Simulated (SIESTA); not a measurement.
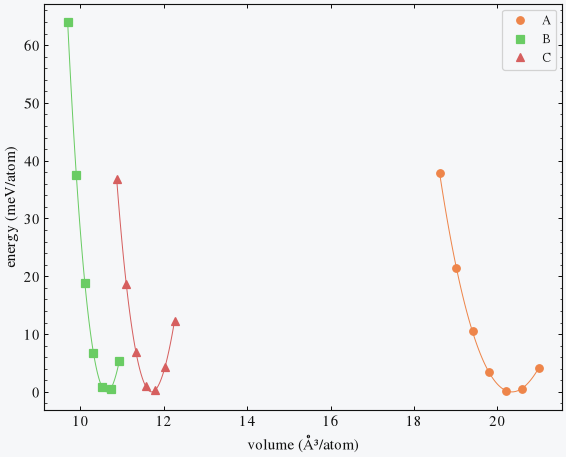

Plotted: energy against volume, with one curve for each compound, for GaN, SiC and ZnS (all in space group P6_3mc (No. 186)). The labels are replaced by letters.

Computed with SIESTA 5.4.2: DFT in numerical atomic orbitals with pseudopotentials, no spin polarisation; energies at scaled volumes of the given cell, shape and fractions fixed, counted from the fit's minimum, third-order Birch-Murnaghan fit. Level: PBE.

- occupations: Fermi–Dirac
- smearing width: 0.05 eV
- potentials: PseudoDojo 0.4 standard, converted to PSML, two zetas on semicore shells

**Which letter stands for which compound?**

A: ZnS; B: SiC; C: GaN.

Limits of the calculation: mulliken charges of long orbitals; short basis over semicore shells (ZnS); valence orbitals made in semicore potential (ZnS); shape and atomic fractions are frozen while scaling, which makes layered, chain and framework solids too stiff.
